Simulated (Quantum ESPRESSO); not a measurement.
# AlN (F-43m): the LO frequency by hand

Wanted: the LO mode of AlN (F-43m) from the TO mode and the field response.

Program: Quantum ESPRESSO 7.5. Level of theory: DFT LDA, scalar-relativistic, plane waves, PseudoDojo norm-conserving pseudopotentials. Results are calculated unless marked as measured.

## 1. The relaxed structure

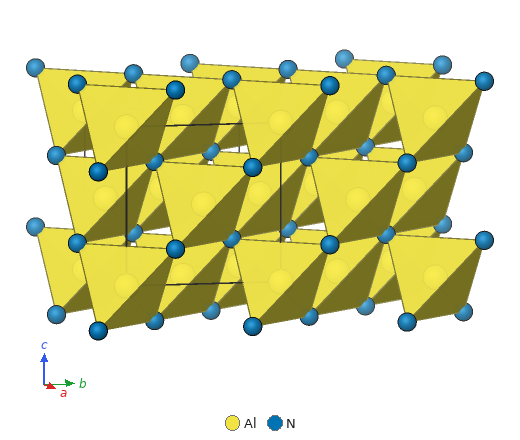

Start, viewed slightly off an axis; aluminium yellow, nitrogen blue. 1×2×1 cells are drawn. This picture shows the conventional cell, with its axes. Some periodic images of atoms are drawn too.

This is the cell after its relaxation at this level of theory, not the database cell from which that began.

## 2. What the response run gave

A linear-response run on the relaxed cell, with the response to an electric field; only its zone-centre results are used. Cutoff 84 Ry, k mesh 8×8×8.

The program printed:

```text
[banners, grids, parts of the stress and lines that vanish by symmetry left out]
Program PHONON v.7.5
     Reading xml data from directory:

[...]
Exchange-correlation= PW
                           (   1   4   0   0   0   0   0)
[...]
(   8 q-points):
[...]
kinetic-energy cut-off    =      84.0000  Ry
     charge density cut-off    =     336.0000  Ry
     convergence threshold     =      1.0E-18
[...]
Exchange-correlation= PW
                           (   1   4   0   0   0   0   0)
[...]
q = (   0.0000000   0.0000000   0.0000000 )
     25 Sym.Ops. (with q -> -q+G )
     G cutoff =  285.3154  (  14211 G-vectors)     FFT grid: ( 36, 36, 36)
     number of k points=    29
[...]
Mode symmetry, T_d (-43m)  point group:
[...]
Dielectric constant
[...]
End of electric fields calculation
          Dielectric constant in cartesian axis
          (       4.500014813      -0.000000000       0.000000000 )
          (      -0.000000000       4.500014813       0.000000000 )
          (       0.000000000       0.000000000       4.500014813 )
          Effective charges (d Force / dE) in cartesian axis without acoustic sum rule applied (asr)
           atom    1  Al    Mean Z*:        2.52838
      Ex  (        2.52838       -0.00000        0.00000 )
      Ey  (        0.00000        2.52838        0.00000 )
      Ez  (        0.00000       -0.00000        2.52838 )
           atom    2  N     Mean Z*:       -2.53146
      Ex  (       -2.53146        0.00000        0.00000 )
      Ey  (        0.00000       -2.53146        0.00000 )
      Ez  (        0.00000        0.00000       -2.53146 )
          Effective charges Sum: Mean:       -0.00308
[...]
Effective charges (d Force / dE) in cartesian axis with asr applied:
           atom    1  Al    Mean Z*:        2.52992
[...]
atom    2  N     Mean Z*:       -2.52992
[...]
Representation #   1 modes #   1   2   3
[...]
End of self-consistent calculation
     Convergence has been achieved
     Representation #   2 modes #   4   5   6
[...]
End of self-consistent calculation
     Convergence has been achieved
[...]
Dielectric constant in cartesian axis
          (       4.500014813      -0.000000000       0.000000000 )
          (      -0.000000000       4.500014813       0.000000000 )
          (       0.000000000       0.000000000       4.500014813 )
          Effective charges (d Force / dE) in cartesian axis without acoustic sum rule applied (asr)
           atom    1  Al    Mean Z*:        2.52838
[...]
Mode symmetry, C_s (m)     point group:
[...]
q = (    0.530330086  -0.176776695   0.530330086 )
[...]
Mode symmetry, C_s (m)     point group:
     freq (   1-   1) =        297.2  [cm-1]   --> A''
     freq (   2-   2) =        367.2  [cm-1]   --> A'
     freq (   3-   3) =        512.8  [cm-1]   --> A'
     freq (   4-   4) =        668.0  [cm-1]   --> A''
     freq (   5-   5) =        687.7  [cm-1]   --> A'
     freq (   6-   6) =        750.3  [cm-1]   --> A'
[...]
Mode symmetry, C_s (m)     point group:
[...]
q = (    0.353553391   0.000000000   0.353553391 )
[...]
Mode symmetry, C_s (m)     point group:
     freq (   1-   1) =        242.2  [cm-1]   --> A''
     freq (   2-   2) =        366.0  [cm-1]   --> A'
     freq (   3-   3) =        461.0  [cm-1]   --> A'
     freq (   4-   4) =        658.6  [cm-1]   --> A''
     freq (   5-   5) =        694.3  [cm-1]   --> A'
     freq (   6-   6) =        775.9  [cm-1]   --> A'
[...]
Mode symmetry, D_2d (-42m) point group:
[...]
Representation #   3 modes #   3   4
[...]
Convergence has been achieved
     Representation #   4 modes #   5   6
[...]
Convergence has been achieved
[...]
q = (    0.000000000  -0.707106781   0.000000000 )
[...]
freq (    5) =      20.239889 [THz] =     675.130043 [cm-1]
     freq (    6) =      21.672703 [THz] =     722.923573 [cm-1]
[...]
Mode symmetry, D_2d (-42m) point group:
     freq (   1-   2) =        341.0  [cm-1]   --> E    X_5  W_3
     freq (   3-   3) =        591.8  [cm-1]   --> B_2  X_3  W_2
     freq (   4-   5) =        675.1  [cm-1]   --> E    X_5  W_3
     freq (   6-   6) =        722.9  [cm-1]   --> A_1  X_1  W_1
[...]
Mode symmetry, S_4 (-4)    point group:
[...]
Convergence has been achieved
[...]
Convergence has been achieved
[...]
Convergence has been achieved
[...]
Convergence has been achieved
     Representation #   5 mode #   5
[...]
End of self-consistent calculation
     Convergence has been achieved
     Representation #   6 mode #   6
[...]
End of self-consistent calculation
     Convergence has been achieved
[...]
q = (   -0.353553391  -0.707106781   0.000000000 )
[...]
freq (    1) =      11.285736 [THz] =     376.451623 [cm-1]
     freq (    2) =      12.666795 [THz] =     422.518794 [cm-1]
     freq (    3) =      15.367545 [THz] =     512.606128 [cm-1]
     freq (    4) =      19.903673 [THz] =     663.915071 [cm-1]
     freq (    5) =      20.390487 [THz] =     680.153431 [cm-1]
     freq (    6) =      21.955597 [THz] =     732.359878 [cm-1]
[...]
Mode symmetry, S_4 (-4)    point group:
     freq (   1-   1) =        376.5  [cm-1]   --> B    W_3
     freq (   2-   2) =        422.5  [cm-1]   --> E    W_4
     freq (   3-   3) =        512.6  [cm-1]   --> E*   W_2
     freq (   4-   4) =        663.9  [cm-1]   --> A    W_1
     freq (   5-   5) =        680.2  [cm-1]   --> E    W_4
     freq (   6-   6) =        732.4  [cm-1]   --> B    W_3

   JOB DONE.
```

```csv
quantity,value
cell volume Ω (Å³),20.338
mass of Al (u),26.982
mass of N (u),14.007
"Born charge of Al, raw (e)",2.528
"Born charge of N, raw (e)",-2.531
ε∞,4.500
ω(TO) after the sum rule (cm⁻¹),669.5
```

## 3. The calculation

The charges must sum to zero over the cell; taking off their mean, -0.002 e, leaves Z* = 2.530 e on Al. In the polar mode Al moves against N, so the reduced mass is μ = 26.98 × 14.01 / 40.99 = 9.220 u.

A longitudinal wave builds up a field that adds to the restoring force: ω(LO)² = ω(TO)² + 4π Z*² / (μ Ω ε∞), in Hartree atomic units. With μ = 16808 electron masses and Ω = 137.25 bohr³ the second term is 7.7483e-06 Ha², or 373230 cm⁻² (1 Ha = 219474.6 cm⁻¹).

So ω(LO) = √(448230 + 373230) = 906.3 cm⁻¹, and by the Lyddane-Sachs-Teller relation ε₀ = ε∞ (ω(LO)/ω(TO))² = 8.25.

## 4. Check against the program

The analysis program adds the same non-analytic term to the full matrix, here for q along (1 0 0).

The program printed:

```text
[banner, memory and clock lines left out]
Program DYNMAT v.7.5

     Reading Dynamical Matrix from file x.dyn1
     ...Force constants read
     ...epsilon and Z* read

     Polarizability (A^3 units)
     multiply by 0.461537 for Clausius-Mossotti correction
         5.664569   -0.000000    0.000000
        -0.000000    5.664569    0.000000
         0.000000    0.000000    5.664569

     IR activities are in (D/A)^2/amu units

# mode   [cm-1]    [THz]      IR
    1      0.00    0.0000    0.0000
    2      0.00    0.0000    0.0000
    3      0.00    0.0000    0.0000
    4    669.50   20.0711   16.0152
    5    669.50   20.0711   16.0152
    6    906.34   27.1713   16.0152
```

ε₀ comes from the program's run without a direction of q.

```csv
quantity,by hand,program
ω(LO) (cm⁻¹),906.3,906.3
ε₀,8.25,8.25
```

## 5. Results

| Quantity | Value |
| --- | --- |
| TO mode | 669.5 cm⁻¹ |
| LO mode | 906.3 cm⁻¹ |
| static dielectric constant | 8.247 |

In words: The LO mode of AlN (F-43m) lies at 906 cm⁻¹, 237 cm⁻¹ above the TO mode; the formula meets the program within 0.1 cm⁻¹, as it must for a cubic crystal with one polar mode. ω(LO)² − ω(TO)² goes with Z*²/ε∞: an error of 5 % in ε∞ would move the LO mode by 9.9 cm⁻¹, and semilocal functionals tend to overestimate ε∞. These are harmonic values at zero temperature, at the volume of this functional, for the structure held cubic; stability elsewhere in the zone is no part of this calculation.

[Host names and launcher messages were left out of these logs when they were recorded.]

[Logs are printed without paths, hosts, clocks, repeated set-up lines and the standing remarks that a program may print on its own settings, such as how far it seeks lower states.]

[Hosts, paths, dates, database ids (printed as entryN), source tags and the programs' standing remarks are cut or masked in the printed files.]
